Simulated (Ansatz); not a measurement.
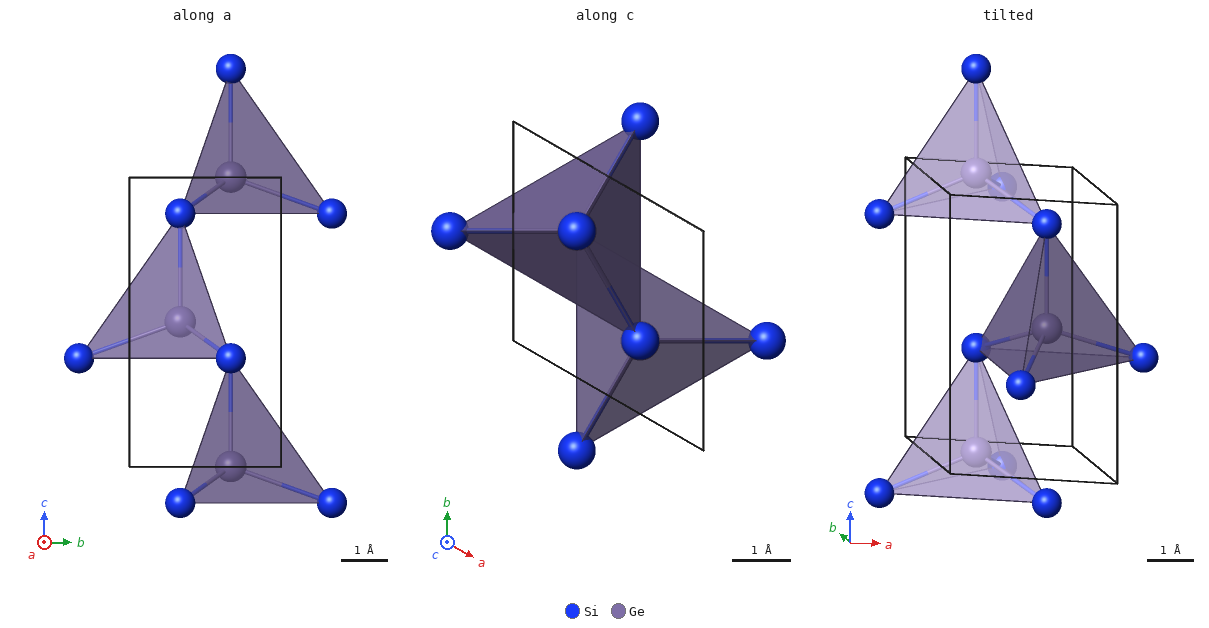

Drawn in the polyhedral manner and seen along the a axis, along the c axis and slightly off an axis. Lines trace the edges of the conventional unit cell. Some neighbours outside the box are added. Cell: a = 3.823 Å, b = 3.823 Å, c = 6.315 Å, α = 90.00°, β = 90.00°, γ = 120.00°.

It has the composition SiGe. The symmetry is that of P6_3mc (No. 186), on a primitive hexagonal lattice. This arrangement goes by the name wurtzite. There are 4 atoms in the cell: 2 Si, 2 Ge. The polyhedra are GeSi4 tetrahedra; they share corners. Si is coordinated by four Ge in a tetrahedral arrangement at about 2.3 Å. Around each Ge lie four Si in a tetrahedral arrangement at about 2.3 Å. The bonds build a three-dimensional framework.

The structure was taken from a structure listed in the Materials Project. The cell was then strained or its atoms displaced on purpose. It was run through Ansatz as a DFT input.

At this level of theory the run's own cell isn't at rest (compressed, at 6 GPa), so its distances can differ from those at equilibrium, the more so the softer the solid.
